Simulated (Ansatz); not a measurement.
## B24N25: single-point calculation (part 1 of 2)

- system: B24N25 (defect cell, 49 atoms in the cell)
- method: DFT PBE, scalar-relativistic, plane waves, PAW, spin-polarised (Ansatz 0.2.0)

The structure derives from a Materials Project entry.

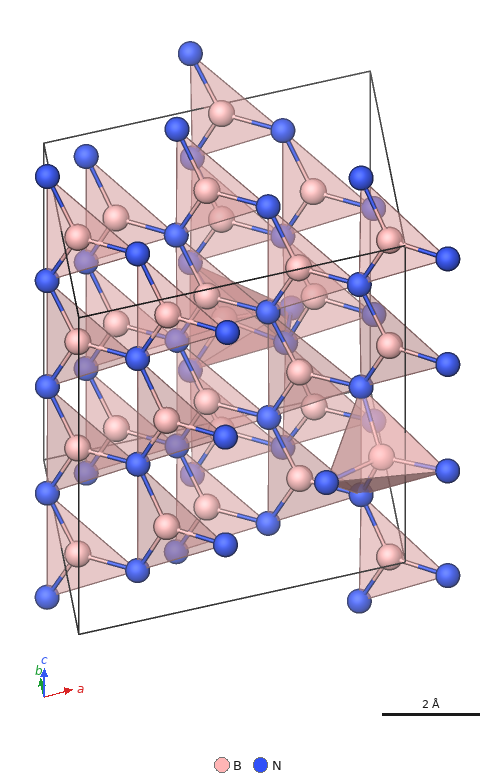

*The structure (polyhedral view of the cell of the calculation, seen at an oblique angle; polyhedra are completed across the faces of the cell). An atom can appear more than once, as a periodic image.*

## Input file
```yaml
crystal:
  lattice:
    - [-3.754752, 2.176231, 6.04508]
    - [3.754752, -2.176231, 6.04508]
    - [3.78399, 6.528693, 0.0]
  atoms:
    - { symbol: B, position: [-0.0693112982, 1.0298214401, 0.3318685968] }
    - { symbol: B, position: [0.5504363576, 0.9756432797, 0.3318039188] }
    - { symbol: B, position: [0.0445014913, 0.4474574744, 0.3317736674] }
    - { symbol: B, position: [-0.0427077864, 1.0523349071, 0.66562953] }
    - { symbol: B, position: [0.2905420206, 0.2001400312, 0.4995827021] }
    - { symbol: B, position: [0.4515957963, 0.5456267079, 0.3318359872] }
    - { symbol: B, position: [0.5391674598, 0.9496554476, 0.664766227] }
    - { symbol: B, position: [0.709176443, 0.3037263997, 0.4999434925] }
    - { symbol: B, position: [0.0450425484, 0.4488645516, 0.6670315688] }
    - { symbol: B, position: [0.2003868989, 0.7952067443, 0.4973235612] }
    - { symbol: B, position: [-0.0427166982, 1.0523103247, 0.9980468577] }
    - { symbol: B, position: [0.2939662197, 0.1998224124, 0.8317928453] }
    - { symbol: B, position: [0.450802458, 0.5463497364, 0.6653450713] }
    - { symbol: B, position: [0.7950401133, 0.6894948588, 0.5059126909], spin: 0.01 }
    - { symbol: B, position: [0.5392106956, 0.9496635167, 0.9988038595] }
    - { symbol: B, position: [0.7056571805, 0.30030756, 0.8318438622] }
    - { symbol: B, position: [0.0450122599, 0.4487995111, 0.9965118193] }
    - { symbol: B, position: [0.1988870738, 0.7948545799, 0.8318373952] }
    - { symbol: B, position: [0.2905834152, 0.2001461891, 0.1640071675] }
    - { symbol: B, position: [0.4508013986, 0.5463374961, 0.9983270425] }
    - { symbol: B, position: [0.7933621383, 0.7005349211, 0.8317591945] }
    - { symbol: B, position: [0.7091477013, 0.3037110707, 0.1637522559] }
    - { symbol: B, position: [0.2003724766, 0.7951936713, 0.166347487] }
    - { symbol: B, position: [0.7950567509, 0.6894875154, 0.1576097645], spin: 0.01 }
    - { symbol: "N", position: [0.2105949996, 0.2842198088, -0.0029049079] }
    - { symbol: "N", position: [0.6210905469, 0.3832489315, -0.0019982706] }
    - { symbol: "N", position: [0.1170469665, 0.8783603965, -0.0014876138] }
    - { symbol: "N", position: [0.211486744, 0.2857160896, 0.3317869246] }
    - { symbol: "N", position: [0.3682834537, 0.6283026399, 0.1651259579] }
    - { symbol: "N", position: [0.7089970435, 0.7821190942, -0.0016310216] }
    - { symbol: "N", position: [0.6231120947, 0.3836621714, 0.3318399089] }
    - { symbol: "N", position: [0.9604889154, 0.52874914, 0.16352374], spin: 0.01 }
    - { symbol: "N", position: [0.1160943431, 0.8734658138, 0.3318304553] }
    - { symbol: "N", position: [0.4525598133, 0.0330255763, 0.1617065775], spin: 0.01 }
    - { symbol: "N", position: [0.2106000678, 0.2842540711, 0.6664923314] }
    - { symbol: "N", position: [0.3683123022, 0.6283341171, 0.498539113] }
    - { symbol: "N", position: [0.7168424321, 0.7736864467, 0.3317546704], spin: 0.01 }
    - { symbol: "N", position: [0.880093927, 0.1432349388, 0.1618195878], spin: 0.06 }
    - { symbol: "N", position: [0.6210996394, 0.3832637265, 0.6656905653] }
    - { symbol: "N", position: [0.9605171107, 0.5288004607, 0.5000124767], spin: 0.01 }
    - { symbol: "N", position: [0.1170398607, 0.8783538254, 0.6651623203] }
    - { symbol: "N", position: [0.4524835614, 0.0329834853, 0.5018701658], spin: 0.01 }
    - { symbol: "N", position: [0.3658874273, 0.6275916141, 0.831835896] }
    - { symbol: "N", position: [0.7089581075, 0.7821078645, 0.6651614476] }
    - { symbol: "N", position: [0.8801527403, 0.1433092597, 0.5018750279], spin: 0.06 }
    - { symbol: "N", position: [0.9605118785, 0.5346475268, 0.83176938] }
    - { symbol: "N", position: [0.4585132588, 0.0314812385, 0.831786723] }
    - { symbol: "N", position: [0.8735962859, 0.1348737422, 0.8318438005] }
    - { symbol: "N", position: [0.7538384197, -0.0434783497, 0.3318800535], spin: 0.36 }
magnetization:
  spin_polarized: true
basis:
  ecutwfc: 420
  fft_grid_basis: typed
kpoints:
  mp_grid: { grid: [2, 2, 2] }
hamiltonian:
  xc: pbe
  pseudopotentials: { kind: paw }
scf:
  occupations: { method: gaussian, width: 0.05 }
  n_extra_bands: 18
output:
  forces: true
  stress: false
  eigenvalues: true
  bader: false
  write_density: false
  volumetric_format: npy
  populations: true
  band_densities:
    - { e_range: [-0.93, -0.32] }
    - { e_range: [0.32, 0.93] }
    - { e_range: [0.3, 0.57] }
  dos:
    e_range: [-30, 8]
    de: 0.02
    method: { smearing: { sigma: 0.03, scheme: gaussian } }
    projected: { site_lists: { B: [B], "N": ["N"] } }
checkpoint:
  read: start.run
  write: ck
  compress: false
  write_wavefunctions: false
  write_every: 100000
```

Command:
```bash
ansatz run input.yaml --threads 4 --pin off --max-ram 10240MiB --backend cpu --events-out ev --progress --plain --runs-dir out
```

## The program's output
```
Warning: the band count 117 (scf.n_extra_bands) hosts the net moment |M| = 0.5500 μB (N_el = 197) but caps the reachable moment at 2·n_bands − N_el = 37.0000 μB, below the 148 bands that the automatic rule leaves for it — a moment growing past the seed, or the majority channel's smearing tail, pins there with fewer empty majority states than that count leaves; raise or omit scf.n_extra_bands unless the cap is intended
Warning: checkpoint.read: spin seed differs: saved d3caa743bab0…, current a4e6d342f9de…; the loaded state replaces the seed-built initial guess (but the starting_ns of a DFT+U solve that opens without the state's occupation matrices), so the run may converge into the producing seed's basin, or, where the symmetry group that follows from this deck's starting moments and starting_ns does not hold the saved magnetisation, lose that magnetisation at its first build. Where atoms have moved since the state was saved, this difference can also decide whether moments are moved with them. A self-consistent run of this deck without the state starts from its starting moments and, under a DFT+U term, its starting_ns
scf.n_extra_bands = 18 over 99 filled bands (N_el = 197.0): the run solves 117 bands
Engine: ansatz 0.2.0, aarch64-unknown-linux-gnu
Pseudopotentials: kind: paw
Pseudopotential: B, paw, valence charge 3, recommended cutoff 420 eV (normal), B.paw.azcp
Pseudopotential: N, paw, valence charge 5, recommended cutoff 420 eV (normal), N.paw.azcp
Functional definition: PBE
  parameter kappa = 0.804
  parameter beta = 0.06672455060314922
  exchange = pbe_x(kappa = kappa, mu = beta*pi^2/3)
  correlation = pbe_c(beta = beta)
Crystal: 49 atoms, lattice volume = 395.934 Å³
Basis set: ecut = 420 eV, 7771 PW (Γ), exchange–correlation on 100×100×108 points (8 copies of the dense FFT grid, shifted against one another)
Bands: 117, of which v1, the nominal top of the filled ones, is band 99 counted from 1 (98 counted from 0)
Symmetry: 1 space group operations
Space group: P1 (ITA 1), of the structure as read, at distance tolerance 7.3e-5 Å
Magnetic group: BNS 1.1 (UNI 1), of the structure as read, at distance tolerance 7.3e-5 Å
k-points: 8
Non-local potential: B, projectors of the file, l = 0: 2, l = 1: 2, l = 2: 1
Non-local potential: N, projectors of the file, l = 0: 2, l = 1: 2, l = 2: 1
PAW form: soft (Blöchl's): semilocal exchange-correlation on the pseudo side does not see the compensation charge
PAW one-centre angular grid: B, 110 points (default); XC on 64 Gauss nodes
PAW one-centre angular grid: N, 110 points (default); XC on 64 Gauss nodes
Initial density: read from a saved state, or passed on in memory by an earlier SCF of this step, an earlier step, the calling program or the single point that the run made first
Stability of the state it starts from, as read at its close in the collinear treatment: not read negative (Ritz values of 1 − χ₀K, real part plus size of imaginary part, from 0.76 to 0.77, by its mixing steps under no symmetry); its run was given moments
Starting moments: Σ|m| = 0.55 μB on 10 of 49 sites; this step starts from the density that it was given
Initial wavefunctions: pseudopotential atomic-orbital guess
Functional: x = pbe(κ = 0.804, μ = 0.2195149727645171), c = pbe(β = 0.06672455060314922)
iter 1 solved again at ethr=3.39e-8 eV; its pass at ethr=3.10e-3 eV (dr2=6.68e-5 eV) is discarded
SCF iter   1: F=—  HF=-13394.985662 eV  |F-HF|=—  |Δ(HF+E_count)|=         —  Δρ=1.12e-6 (↑9.85e-7 ↓1.12e-6)  dr2=1.56e-8  dr2_m=2.34e-10  M=1.000 μB ∫|m|=1.099 μB  β_m=0.30  ethr=3.39e-8  ⟨swp⟩=4.0  Hψ=14226  notcnv=0
preconditioner: auto → Resta (q_TF=auto, 2.429 Å⁻¹)  ε∞=5.0  [insulator: Δε(μ)=0.653 eV  Ē_g=13.155 eV  σ=0.050 eV  W_gap=1.00  n_scr=94 (ndim 8)  ℏωp=26.2 eV  f_vac=0.000  D(μ)=0.00/eV (n_scr^D=0)  ε∞_Penn≈5.0]
spin=Collinear: Resta preconditioning applied to the charge; magnetization (m = ρ↑ − ρ↓) channel mixes plain (no charge-response kernel on spin).
SCF iter   2: F=-13394.985662 eV  HF=-13394.985662 eV  |F-HF|=2.00e-9  |Δ(HF+E_count)|=   3.70e-8  Δρ=5.54e-7 (↑4.26e-7 ↓5.54e-7)  dr2=3.28e-9  dr2_m=1.29e-10  M=1.000 μB ∫|m|=1.099 μB  ethr=7.94e-12  ⟨swp⟩=9.0  Hψ=7308  notcnv=0
SCF 1 converged in 2 iterations: F = -13394.985662 eV  dr2 = 3.28e-9
  greatest PAW one-centre occupation: 0.826 electrons in one spin orbital (limit 2), on the N atom at site 48 (counted from 0), in its partial waves of l = 0
SCF converged after 2 iterations
Magnetization: 1.0000 μB (99.0000 up, 98.0000 down)
Absolute magnetization: 1.1015 μB (∫|ρ↑−ρ↓|, with the PAW one-centre terms)
Spin contamination: 0.0032 ħ² per cell (⟨S²⟩ above its minimum at these occupations)
Per-site moments (μB) at R_I (Å): [(-0.004672776800360129, 0.6160879440065834), (-0.004446978560978044, 0.606444384913041), (-0.0002385039124729607, 0.5886253752158888), (0.0006298657778828878, 0.5929436463259525), (0.0008553033811452279, 0.5893315933062239), (-0.00023522079501036254, 0.5974659394519616), (0.0007276052133326295, 0.5914405490121213), (0.002139112546074944, 0.5938686227482112), (0.00023190409512285567, 0.59106751597191), (0.00011337060528553371, 0.5918365114383478), (0.0006330541453603113, 0.5929781666183878), (0.000341428343350657, 0.5957865335418431), (0.00010615717461062645, 0.5968986007384721), (0.006541135494021339, 0.5843162478598399), (0.0007265332358670813, 0.5914568972695657), (0.0014308910742279034, 0.5968305034756709), (0.000232903556086958, 0.5910585460108538), (-0.00014262780137494515, 0.5973286164873958), (0.0008541722100972837, 0.5893262943656165), (0.00010591194685730111, 0.5968873416645731), (0.00013202807164342962, 0.5962049952902385), (0.002142523285288845, 0.5939105730284251), (0.00011219813655816347, 0.5918061176234714), (0.0065498715589176375, 0.5843115873059228), (0.0019297173694911318, 0.5910585460108538), (0.0042832340179120194, 0.5970772788342016), (0.0033926596558029715, 0.5973286164873958), (-0.00028500719442121664, 0.5886253752158888), (0.0013213370379498747, 0.5968873416645731), (0.004262839665177018, 0.5901616397525339), (-0.0013467892618559973, 0.5974659394519616), (0.005552276649533106, 0.5843115873059228), (-0.0005486644686910238, 0.5918061176234714), (0.009683779317463028, 0.5893262943656165), (0.001927611221112218, 0.59106751597191), (0.0013179001319819298, 0.5968986007384721), (0.01426482797724609, 0.607167681936836), (0.05586385672069216, 0.5929781666183878), (0.0042777996632122, 0.5970879860775646), (0.005562257332375766, 0.5843162478598399), (0.003372250394123053, 0.5973290826624719), (0.009681668181410082, 0.5893315933062239), (0.00061683585781494, 0.5976078898646009), (0.004312764118056654, 0.5901832703738614), (0.055480883312673486, 0.5929436463259525), (0.002376353684848019, 0.5962049952902385), (0.00043991988952720037, 0.5957339199904995), (0.004349819761954329, 0.5968305034756709), (0.35750552214273335, 0.607167681936836)]
Free energy (F): -13394.985662 eV
Harris-Foulkes:  -13394.985662 eV  (|F-HF|=2.00e-9)
Internal energy: -13394.985662 eV  (E = F + TS)
E sigma→0 (E₀):  -13394.985662 eV
Fermi energy:    6.788141 eV
--- Per-component energies (eV) ---
  E_band       = -234.522332
  E_kinetic    = 4543.675201
  E_local      = -7429.306166  (includes V_loc(G=0)·N_el)
  E_nonlocal   = 1434.472760
  E_hartree    = 2305.608122
  E_xc         = -2276.866434
  E_vxc        = -2827.650157  (∫ρ·V_xc dr)
  E_paw        = -5090.473649  (= ΣΔE_a)
  E_vpaw       = -566.933330  (= ΣTr[D̂ρ^β])
  E_aug_tail   = 0.002489  (compensation charges beyond the density's cutoff)
  E_ewald      = -6882.097985
  E_smearing   = -0.000000  (= −TS)
  E_closure    = -0.000000  (closes the sum)
  Σ components = -13394.985662   (vs F -13394.985662, Δ=0.00e0)
```
